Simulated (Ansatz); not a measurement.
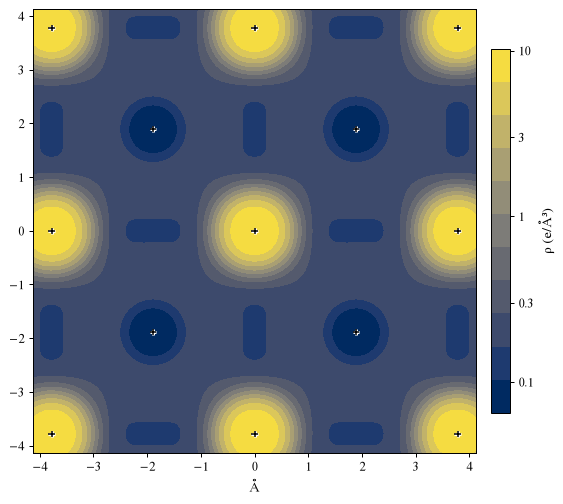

The valence electron density on a plane through atoms (crosses mark nuclei in the plane).

Method: Ansatz 0.2.0, Kohn-Sham DFT of a periodic cell, LDA, Ansatz PAW.

Candidates:
A. CoO, a = 2.74 Å, b = 2.74 Å, c = 2.66 Å, α = 90.00°, β = 90.00°, γ = 120.00°. Space group P-6m2; a generated structure, not necessarily the stable one; spin-polarised.
B. TiAl3, a = 3.78 Å, b = 3.78 Å, c = 8.48 Å, α = 90.00°, β = 90.00°, γ = 90.00°. Space group I4/mmm; a structure from a database of computed crystals, not necessarily the ambient phase.

Which system is this?

Answer. Candidate B: TiAl3 on the (001) plane of the conventional cell, which holds Ti and Al. Ti–Al (2.67 Å): ρ at the midpoint is about 0.24 e/Å³.
